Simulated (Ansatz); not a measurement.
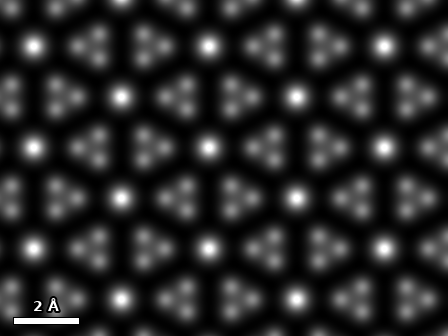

Map of the projected electrostatic potential of a crystal. Computed as the sum of neutral-atom potentials (tabulated electron scattering factors, B = 0.5 Å²) projected along the beam and smoothed by 0.25 Å; brighter is more positive.

> Give the net of the columns and its spacings.

The pattern repeats on a hexagonal net with a repeat of 3.2 Å.

> Which plane group does this projection have?

p6mm: sixfold points with mirror lines through them.

> How many columns does the smallest repeating cell hold, and how many levels of brightness?

7 columns in the primitive cell of 8.7 Å², with 2 levels of brightness (about 100, 50 % of the brightest, counted from the darkest point).

The crystal is C (Pm-3n, No. 223) seen along [111]. Structure used: the geometry relaxed with DFT, PBE, plane waves (420 eV) with PAW, scalar-relativistic in Ansatz 0.2.0; the starting structure was generated, so it need not be a known form of this composition.
